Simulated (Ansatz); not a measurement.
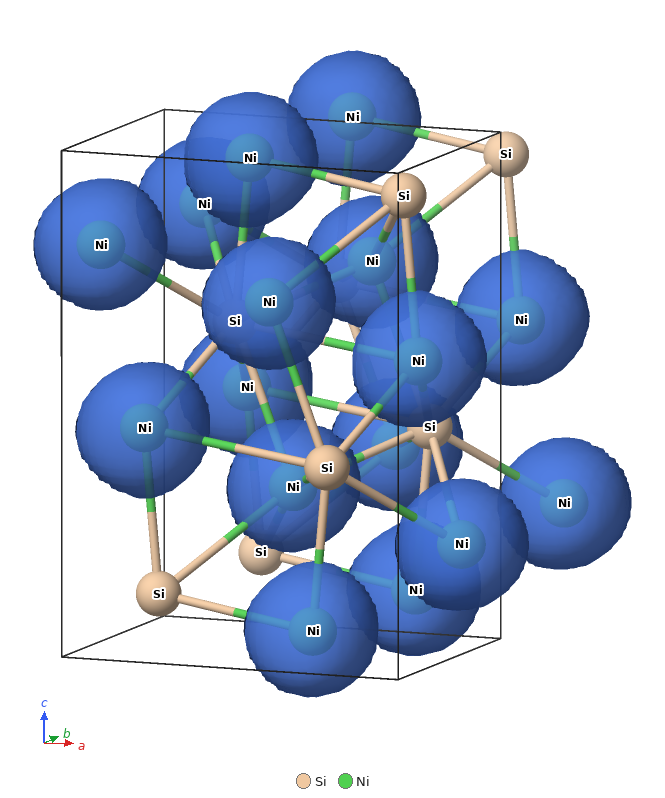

SiNi2. Isosurface of the valence charge density (pseudo) at 0.6 e/Å³ (blue), seen slightly off an axis. Sticks mark near contacts.

Space group Pnma; computed without spin polarisation; PAW files of the earlier set (soft_1).

Level of theory: DFT PBE, scalar-relativistic, plane waves, PAW (Ansatz).

The density is the valence pseudo-density of a PAW calculation; it isn't the true density close to the nuclei.

```yaml
crystal:
  lattice:
    - [5.01525, 0.00000, 0.00000]
    - [0.00000, 3.73281, 0.00000]
    - [0.00000, 0.00000, 7.07825]
  atoms:
    - { symbol: Si, position: [0.28753, 0.75000, 0.61451] }
    - { symbol: Si, position: [0.71247, 0.25000, 0.38549] }
    - { symbol: Si, position: [0.21247, 0.25000, 0.11451] }
    - { symbol: Si, position: [0.78753, 0.75000, 0.88549] }
    - { symbol: Ni, position: [0.95917, 0.75000, 0.20429] }
    - { symbol: Ni, position: [0.04083, 0.25000, 0.79571] }
    - { symbol: Ni, position: [0.54083, 0.25000, 0.70429] }
    - { symbol: Ni, position: [0.45917, 0.75000, 0.29571] }
    - { symbol: Ni, position: [0.83027, 0.75000, 0.56029] }
    - { symbol: Ni, position: [0.16973, 0.25000, 0.43971] }
    - { symbol: Ni, position: [0.66973, 0.25000, 0.06029] }
    - { symbol: Ni, position: [0.33027, 0.75000, 0.93971] }
```

### How is the density connected at this value?

At this value the density breaks into separate islands; it holds about 80 % of the electrons treated as valence (semicore included). It bridges none of the near contacts. It is pinched off along the sampled Si–Ni (2.31 Å), Si–Ni (2.42 Å) and Si–Ni (2.58 Å) contacts. On the grid the lowest density along these lines, outside the cores, is 0.42 e/Å³ (Si–Ni, 2.31 Å), 0.39 e/Å³ (Si–Ni, 2.42 Å) and 0.31 e/Å³ (Si–Ni, 2.58 Å).
